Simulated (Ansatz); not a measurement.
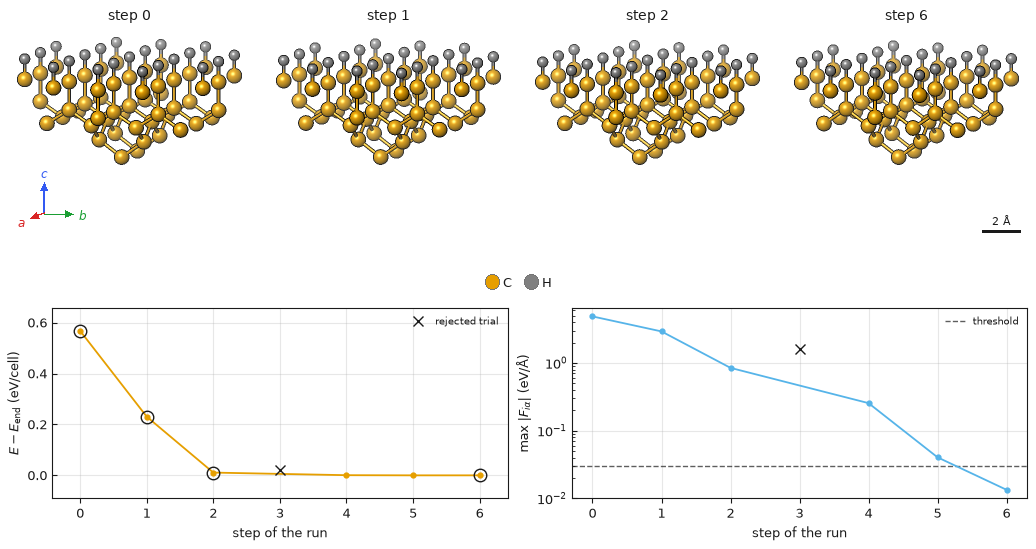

Frames of a constrained relaxation of a slab of composition HC11 (cut from the Fd-3m phase), marked on the history of the run. The picture is a ball-and-stick view of the atoms within 5.8 Å of the atom that moves most (axes of the 3 × 3 repeat of the cell, outlined in the plane, without the vacuum), seen slightly off an axis.

Case: CH put at a top C site. The slab is the (1 0 0) face of C with CH on it. 5 atoms are held fixed.

Theory: Ansatz, DFT PBEsol, scalar-relativistic, plane waves, PAW.

Input
```yaml
crystal:
  lattice:
    - [2.5129226041, 0.0, 0.0]
    - [0.0, 2.5129226041, 0.0]
    - [0.0, 0.0, 28.0960707628]
  atoms:
    - { symbol: C, position: [0.0, 0.5, 0.3025334066] }
    - { symbol: C, position: [0.0, 0.0, 0.3341553481] }
    - { symbol: C, position: [0.5, 0.0, 0.3657772896] }
    - { symbol: C, position: [0.5, 0.5, 0.3973992312] }
    - { symbol: C, position: [0.0, 0.5, 0.4290211728] }
    - { symbol: C, position: [0.0, 0.0, 0.4605893679] }
    - { symbol: C, position: [0.5, 0.0, 0.4923580804] }
    - { symbol: C, position: [0.5, 0.5, 0.5235621663] }
    - { symbol: C, position: [0.0, 0.5, 0.5564206527] }
    - { symbol: C, position: [0.0, 0.0, 0.5842982129] }
    - { symbol: C, position: [0.0, 0.0, 0.6383983044], spin: 1.0 }
    - { symbol: H, position: [0.0, 0.0, 0.6775496864] }
basis:
  ecutwfc: 420
kpoints:
  mp_grid: { grid: [11, 11, 1] }
hamiltonian:
  xc: pbesol
scf:
  occupations: { method: gaussian, width: 0.05 }
output:
  forces: true
  eigenvalues: true
  populations: true
magnetization:
  spin_polarized: true
relax:
  adjacent_minimum: "off"
  f_tol: 0.03
  max_steps: 70
  constraints: [{ sites: [0, 1, 2, 3, 4] }]
efield:
  axis: 3
  dipole_correction: true
  ramp_width: 0.04
```

Launched with:
```bash
ansatz run input.yaml --threads 1 --pin off --max-ram 2560MiB --backend cpu --events-out ev --progress --plain --runs-dir out
```

Question: What happens along the run?

Answer: Over 5 accepted moves (6 points after the start) the energy falls by 0.568 eV per cell of the calculation. Largest force component: 4.9 eV/Å at the start, 0.013 eV/Å at the end. The line search rejected the trial step at point 3 of the run. The atom that moves furthest is H12 (0.19 Å along the normal (−c)). By element the largest moves are H 0.19 Å, C 0.16 Å. The cell doesn't change. Near-neighbour distances that change, for instance: C10–C11 1.520 → 1.305 Å, C9–C10 1.481 → 1.516 Å, C11–H12 1.100 → 1.071 Å, C8–C9 1.559 → 1.550 Å. Bond angles that change, for instance: C9–C10–C9 116.1° → 112.0°, C9–C10–C11 121.9° → 124.0°. The program noted that the starting moments weren't kept. From step 0 to 1: H12 moves most (0.08 Å), energy −0.337 eV per cell of the calculation. From step 1 to 2: H12 moves most (0.09 Å), energy −0.220 eV per cell of the calculation. From step 2 to 6: C11 moves most (0.02 Å), energy −10.8 meV per cell of the calculation.

```csv
step,"E − E(0), meV/atom","largest force component, eV/Å",note
0,0.00,4.8678,
1,-28.09,2.9225,
2,-46.40,0.8463,
3,-45.52,1.6179,rejected
4,-47.25,0.2553,
5,-47.30,0.0404,
6,-47.31,0.0134,
```

Limits of the set-up: the periodic images lie only 2.5 Å apart, so the values are limited by the cell's size.
